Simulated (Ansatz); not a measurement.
# Zn₈Sn₈HO₂₄ (cell with a defect): what the fields show

The calculation's input:

```
crystal:
  lattice:
    - [-5.3422875505, -3.0843711554, 4.7366376364]
    - [5.3422875505, -3.0843711554, 4.7366376364]
    - [0.0, 6.1687423107, 4.7366376364]
  atoms:
    - { symbol: Zn, position: [0.2833957696, 0.2833957696, 0.2833957696], spin: 0.143 }
    - { symbol: Zn, position: [0.7833957696, 0.7833957696, 0.2833957696] }
    - { symbol: Zn, position: [0.7833957696, 0.2833957696, 0.7833957696] }
    - { symbol: Zn, position: [0.2833957696, 0.7833957696, 0.7833957696] }
    - { symbol: Zn, position: [0.7833957696, 0.7833957696, 0.7833957696] }
    - { symbol: Zn, position: [0.2833957696, 0.2833957696, 0.7833957696] }
    - { symbol: Zn, position: [0.2833957696, 0.7833957696, 0.2833957696] }
    - { symbol: Zn, position: [0.7833957696, 0.2833957696, 0.2833957696] }
    - { symbol: Sn, position: [0.0018587151, 0.0018587151, 0.0018587151], spin: 0.143 }
    - { symbol: Sn, position: [0.5018587151, 0.5018587151, 0.0018587151] }
    - { symbol: Sn, position: [0.5018587151, 0.0018587151, 0.5018587151] }
    - { symbol: Sn, position: [0.0018587151, 0.5018587151, 0.5018587151] }
    - { symbol: Sn, position: [0.5018587151, 0.5018587151, 0.5018587151] }
    - { symbol: Sn, position: [0.0018587151, 0.0018587151, 0.5018587151] }
    - { symbol: Sn, position: [0.0018587151, 0.5018587151, 0.0018587151] }
    - { symbol: Sn, position: [0.5018587151, 0.0018587151, 0.0018587151] }
    - { symbol: O, position: [0.4100215255, 0.7499832165, 0.5533397733] }
    - { symbol: O, position: [0.9100215255, 0.2499832165, 0.5533397733] }
    - { symbol: O, position: [0.9100215255, 0.7499832165, 0.0533397733] }
    - { symbol: O, position: [0.4100215255, 0.2499832165, 0.0533397733], spin: 0.143 }
    - { symbol: O, position: [0.5533397733, 0.4100215255, 0.7499832165] }
    - { symbol: O, position: [0.0533397733, 0.9100215255, 0.7499832165] }
    - { symbol: O, position: [0.0533397733, 0.4100215255, 0.2499832165] }
    - { symbol: O, position: [0.5533397733, 0.9100215255, 0.2499832165] }
    - { symbol: O, position: [0.7499832165, 0.5533397733, 0.4100215255] }
    - { symbol: O, position: [0.2499832165, 0.0533397733, 0.4100215255] }
    - { symbol: O, position: [0.2499832165, 0.5533397733, 0.9100215255] }
    - { symbol: O, position: [0.7499832165, 0.0533397733, 0.9100215255] }
    - { symbol: O, position: [0.5533397733, 0.2499832165, 0.4100215255] }
    - { symbol: O, position: [0.0533397733, 0.7499832165, 0.4100215255] }
    - { symbol: O, position: [0.0533397733, 0.2499832165, 0.9100215255], spin: 0.143 }
    - { symbol: O, position: [0.5533397733, 0.7499832165, 0.9100215255] }
    - { symbol: O, position: [0.2499832165, 0.4100215255, 0.5533397733] }
    - { symbol: O, position: [0.7499832165, 0.9100215255, 0.5533397733] }
    - { symbol: O, position: [0.7499832165, 0.4100215255, 0.0533397733] }
    - { symbol: O, position: [0.2499832165, 0.9100215255, 0.0533397733], spin: 0.143 }
    - { symbol: O, position: [0.4100215255, 0.5533397733, 0.2499832165] }
    - { symbol: O, position: [0.9100215255, 0.0533397733, 0.2499832165], spin: 0.143 }
    - { symbol: O, position: [0.9100215255, 0.5533397733, 0.7499832165] }
    - { symbol: O, position: [0.4100215255, 0.0533397733, 0.7499832165] }
    - { symbol: H, position: [0.1458333333, 0.1458333333, 0.125], spin: 0.143 }
  host:
    lattice:
      - [2.6711437752, 1.5421855777, 4.7366376364]
      - [-2.6711437752, 1.5421855777, 4.7366376364]
      - [0.0, -3.0843711554, 4.7366376364]
    atoms:
      - { symbol: Zn, position: [0.2833957696, 0.2833957696, 0.2833957696] }
      - { symbol: Zn, position: [0.7833957696, 0.7833957696, 0.7833957696] }
      - { symbol: Sn, position: [0.0018587151, 0.0018587151, 0.0018587151] }
      - { symbol: Sn, position: [0.5018587151, 0.5018587151, 0.5018587151] }
      - { symbol: O, position: [0.8933014643, 0.2133780822, 0.6066649687] }
      - { symbol: O, position: [0.6066649687, 0.8933014643, 0.2133780822] }
      - { symbol: O, position: [0.2133780822, 0.6066649687, 0.8933014643] }
      - { symbol: O, position: [0.1066649687, 0.7133780822, 0.3933014643] }
      - { symbol: O, position: [0.7133780822, 0.3933014643, 0.1066649687] }
      - { symbol: O, position: [0.3933014643, 0.1066649687, 0.7133780822] }
basis:
  ecutwfc: 420
  xc_grid: 2
kpoints:
  mp_grid: { grid: [2, 2, 2], shift: [0.5, 0.5, 0.5] }
hamiltonian:
  xc: pbe
scf:
  occupations: { method: gaussian, width: 0.01 }
output:
  forces: true
  stress: false
  eigenvalues: true
  populations: true
  charged_corrections:
    defect_position: [0.14583333, 0.14583333, 0.125]
    epsilon: [[14.5475, 0.0, 0.0], [0.0, 14.5475, 0.0], [0.0, 0.0, 26.5534]]
  write_density: true
  write_potential: true
  elf: true
  volumetric_format: npy
magnetization:
  spin_polarized: true
relax:
  adjacent_minimum: "off"
  f_tol: 0.025
  max_steps: 45
```

Command:

```sh
ansatz run input.yaml --threads 4 --pin off --max-ram 10240MiB --backend cpu --events-out ev --progress --plain --runs-dir out
```

The fields are those of the run's last geometry, not of the input's.

Spin-polarised.

The calculation used Ansatz 0.2.0, DFT PBE, scalar-relativistic, plane waves, PAW.

Core electrons are frozen (PAW), and the valence fields are smoothed inside the atomic spheres.

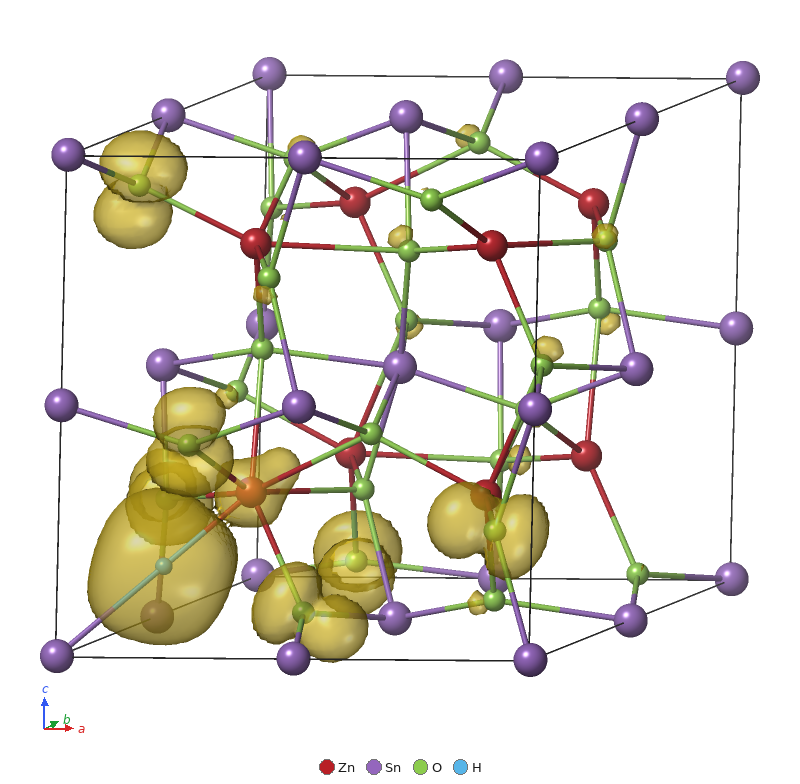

Figure 1. Isosurface of the spin density (up minus down) at +0.008 e/Å³ (yellow), seen slightly off an axis. Sticks mark near contacts.

### Which atoms carry the moments, and with what signs?

The spin density sits on H: +0.4 μB in one cell of 41 atoms, with smaller moments on other sites: O (up to +0.06 μB): with much of the spin spread outside that site. The cell of the calculation (41 atoms) carries 1.0 μB of net spin moment.

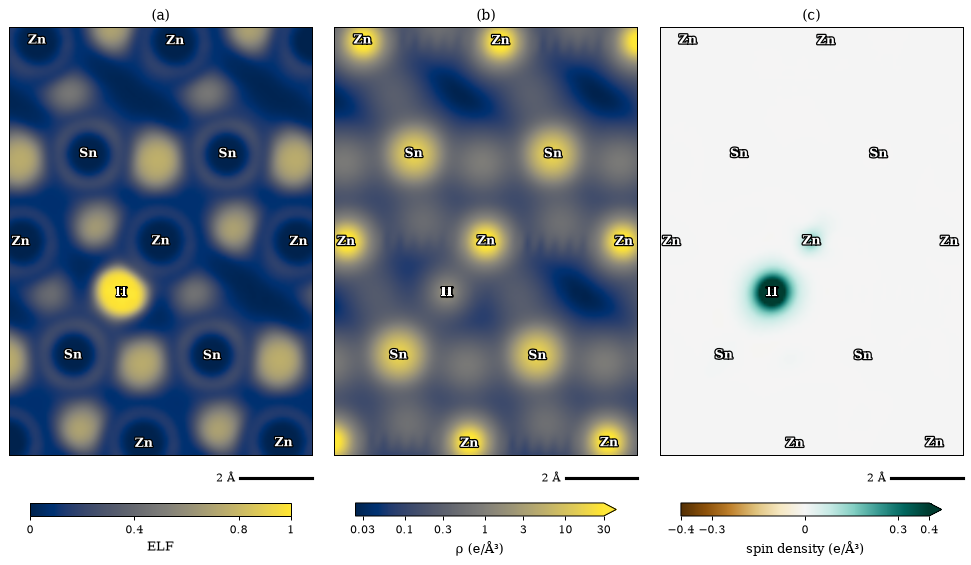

Figure 2. (a) ELF; (b) valence electron density; (c) magnetisation density (up minus down) on the (011̄) plane of the calculation cell.

### What do the fields say about this system?

- Atoms in the plane: Zn, Sn and H.
- Atoms just off the plane (O, 0.8 Å away) can leave unmarked features too.
- Zn–H (1.81 Å): ρ at the midpoint is about 0.51 e/Å³; the ELF climbs to about 1 towards the hydrogen.
- Sn–H (2.21 Å): ρ is about 0.32 e/Å³ halfway; the ELF climbs to about 1 towards the hydrogen.
- Between the atoms the lowest density in this plane is 0.02 e/Å³.

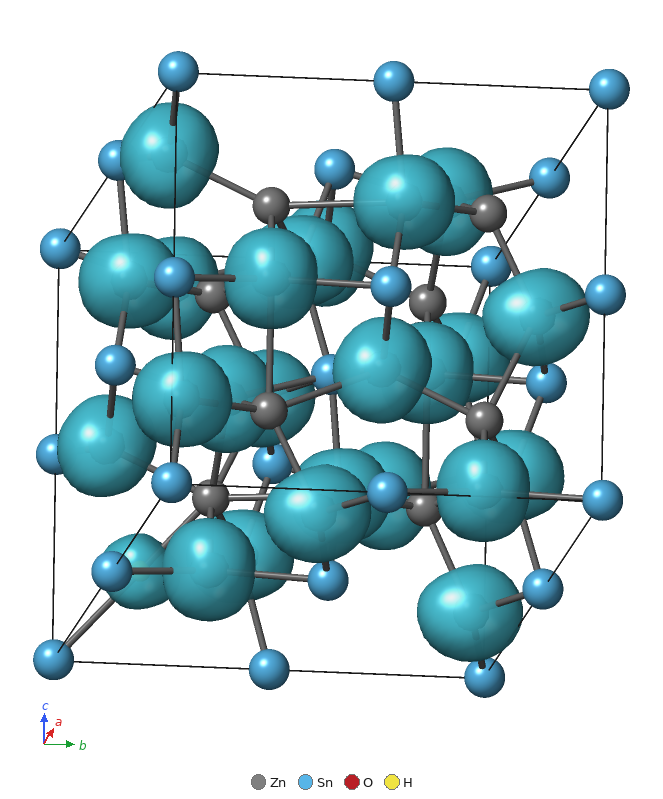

Figure 3. Isosurface of the ELF at 0.65 (cyan), seen at an oblique angle. Core shells and regions of very low density are left out. Sticks mark near contacts.

### Describe the localisation domains.

The ELF exceeds this value in one region around a hydrogen nucleus and 24 regions wrapped around O (the valence shell of each), counted in one cell of 41 atoms. Any copies at cell faces, edges or corners count once. Along the contacts the grid gives the following. Zn–O (2.01 Å): the ELF peaks at about 0.85 in the valence shell of O, 0.6 Å from its nucleus, and is about 0.25 at the midpoint: no localised pair shows between them.

### Metal or insulator at this level of theory?

It is gapped, with a Kohn–Sham gap of 0.99 eV on the k-point mesh, an upper bound to the gap of this method.
